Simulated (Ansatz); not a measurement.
## A series of single points on SiC

System: SiC (I-4m2, 2 atoms in the cell).
Method: DFT r2SCAN, scalar-relativistic, plane waves, PAW, no spin polarisation (Ansatz 0.2.0).

The 9 runs differ only in the geometry, by a strain of the cell at fixed fractional positions. Against run 5, the strain is εyy = η. The structure derives from an entry of the Crystallography Open Database.

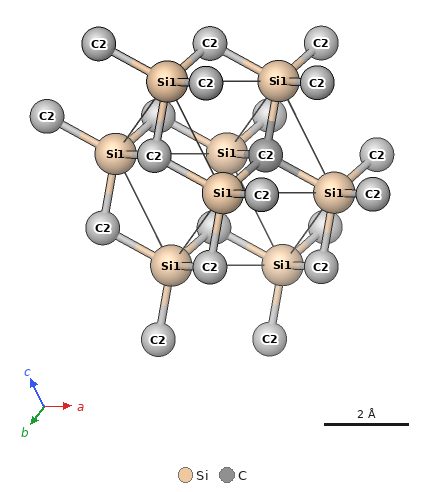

Figure 1. The structure of run 5 (ball-and-stick view of the reduced cell, seen at an oblique angle; neighbours outside the cell are drawn fainter; atoms are numbered from 1 in the order of the input).

### Input of run 5
```yaml
crystal:
  lattice:
    - [0.0, 2.20661, 2.174]
    - [2.174, 0.0, 2.174]
    - [2.174, 2.20661, 0.0]
  atoms:
    - { symbol: Si, position: [0.0, 0.0, 0.0] }
    - { symbol: C, position: [0.75, 0.75, 0.75] }
basis:
  ecutwfc: 500
kpoints:
  mp_grid: { grid: [12, 12, 12] }
hamiltonian:
  xc: r2scan
scf:
  occupations: { method: gaussian, width: 0.05 }
output:
  forces: true
  stress: true
  eigenvalues: true
```

Command:
```bash
ansatz run input.yaml --threads 1 --pin off --max-ram 1228MiB --backend cpu --events-out ev --progress --plain --runs-dir out
```

Lattice vectors (Å) and fractional positions of run 5:
```
   0.000000    2.206610    2.174000
   2.174000    0.000000    2.174000
   2.174000    2.206610    0.000000
Si  0.000000  0.000000  0.000000
C   0.750000  0.750000  0.750000
```

Run 2 differs from it as follows:
```diff
-    - [0.0, 2.20661, 2.174]
+    - [0.0, 2.07617, 2.174]
-    - [2.174, 2.20661, 0.0]
+    - [2.174, 2.07617, 0.0]
```

### Results, with one run withheld

```csv
run,strain parameter η (%),"free energy per atom, from the lowest run given (meV)",pressure (GPa),gap on the mesh (eV)
1,−7.3892,52.70,17.13,1.01
2,−5.9113,?,?,?
3,−4.4335,13.03,8.75,1.36
4,−2.9557,2.57,4.92,1.53
5,0.0000,0.00,−2.06,1.64
6,1.4778,7.67,−5.22,1.57
7,2.9557,21.17,−8.18,1.50
8,3.6946,30.06,−9.59,1.47
9,4.4335,40.35,−10.95,1.43
```

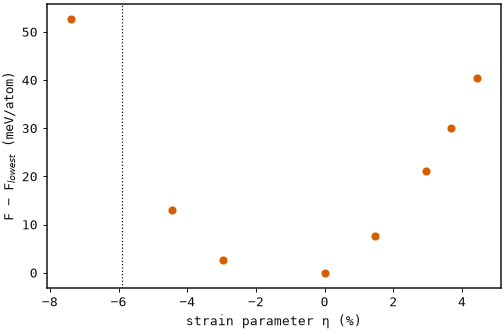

Figure 2. Free energy per atom of the runs given; the dotted line marks run 2.

Estimate the energy of run 2 from the others.

A cubic polynomial in the coordinate, fitted to the 8 runs given, misses them by at most 0.02 meV per atom. With x = η + 0.2771, it reads F = −0.76858 + 2.4357 x + 1.3617 x² − 0.0053322 x³ (meV per atom). At run 2 it gives 29.69 meV per atom, and the run itself gives 29.71. The fit has its minimum at η = −1.1668 %. The gap on the mesh lies between 1.01 eV (run 1) and 1.64 eV (run 5); run 2 has 1.18 eV. These are gaps of this functional on this mesh, which can miss the band edges; they aren't the measured gap.

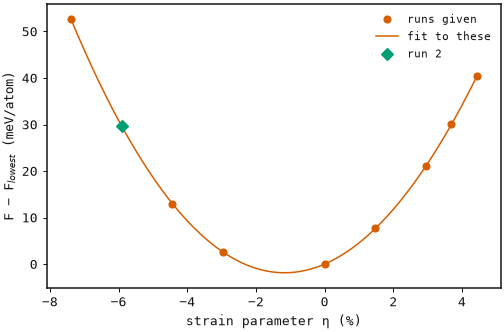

Figure 3. The fit and the withheld run.

### Output, shortened to warnings, some set-up lines, iterations and results (run 2)
```
Basis set: ecut = 500 eV, 515 PW (Γ), exchange–correlation on 96×96×96 points (64 copies of the dense FFT grid, shifted against one another)
Symmetry: 8 space group operations
k-points: 163 of 1728 (time reversal used)
Initial density: superposition of atomic densities (neutral atoms: chi_scale 0, normalization atom), corrected by the library's trained network
[...]
SCF iter   1: F=—  HF=-891.221140 eV  |F-HF|=—  |Δ(HF+E_count)|=         —  Δρ=6.20e-3  dr2=5.75e-3  dr2_τ=2.26e-1  ethr=1.77e-3  ⟨swp⟩=6.0  Hψ=10989  notcnv=0
SCF iter   2: F=—  HF=-891.270592 eV  |F-HF|=—  |Δ(HF+E_count)|=   4.95e-2  Δρ=4.20e-3  dr2=1.87e-3  dr2_τ=4.46e-5  ethr=7.18e-5  ⟨swp⟩=2.0  Hψ=3912  notcnv=0
SCF iter   3: F=—  HF=-891.270616 eV  |F-HF|=—  |Δ(HF+E_count)|=   2.43e-5  Δρ=6.47e-4  dr2=5.77e-5  dr2_τ=9.22e-6  ethr=2.34e-5  ⟨swp⟩=2.4  Hψ=2081  notcnv=0
SCF iter   4: F=—  HF=-891.270640 eV  |F-HF|=—  |Δ(HF+E_count)|=   2.41e-5  Δρ=6.75e-5  dr2=3.22e-7  dr2_τ=2.30e-8  ethr=7.21e-7  ⟨swp⟩=2.5  Hψ=1886  notcnv=0
SCF iter   5: F=-891.270641 eV  HF=-891.270641 eV  |F-HF|=1.16e-8  |Δ(HF+E_count)|=   3.13e-7  Δρ=1.87e-5  dr2=3.78e-8  dr2_τ=6.34e-10  ethr=4.03e-9  ⟨swp⟩=2.4  Hψ=1950  …
SCF iter   6: F=-891.270641 eV  HF=-891.270641 eV  |F-HF|=2.02e-10  |Δ(HF+E_count)|=   1.59e-8  Δρ=1.25e-6  dr2=3.58e-10  dr2_τ=2.72e-11  ethr=4.72e-10  ⟨swp⟩=2.5  Hψ=4644  …
SCF 1 converged in 6 iterations: F = -891.270641 eV  dr2 = 3.58e-10
SCF converged after 6 iterations
Free energy (F): -891.270641 eV
Harris-Foulkes:  -891.270641 eV  (|F-HF|=2.02e-10)
Internal energy: -891.270641 eV  (E = F + TS)
E sigma→0 (E₀):  -891.270641 eV
Fermi energy:    10.842472 eV
--- Per-component energies (eV) ---
  E_band       = 29.818726
  E_kinetic    = 138.956960
  E_local      = -100.326084  (includes V_loc(G=0)·N_el)
  E_nonlocal   = 51.076778
  E_hartree    = 31.941036
  E_xc         = -102.333167
  E_vxc        = -119.976268  (∫ρ·V_xc dr)
  E_paw        = -620.537674  (= ΣΔE_a)
  E_vpaw       = -9.411312  (= ΣTr[D̂ρ^β])
  E_aug_tail   = 0.000009  (compensation charges beyond the density's cutoff)
  E_vtau       = 5.616749  (kinetic-family band-sum trace: ∫τ·v_τ [+ j·A + Jᵃ·Aᵃ] dr)
  E_ewald      = -289.947292
  E_core_change = -0.101207  (= ΣΔE_core)
  E_smearing   = -0.000000  (= −TS)
  E_closure    = 0.000000  (closes the sum)
  Σ components = -891.270641   (vs F -891.270641, Δ=0.00e0)
--- Forces (eV/Å), atoms counted from 1 ---
  atom   1  Si    -0.00000000     0.00000000    -0.00000000
  atom   2  C      0.00000000     0.00000000     0.00000000
  max |Σ_I F_I| component: 2.78e-17 eV/Å
--- Stress (GPa, compression-positive) ---
        8.913124       0.000000       0.000000
       -0.000000      20.610822       0.000000
        0.000000       0.000000       8.913124
  P = ⅓ Tr σ = 12.8124 GPa (128.124 kbar)
```
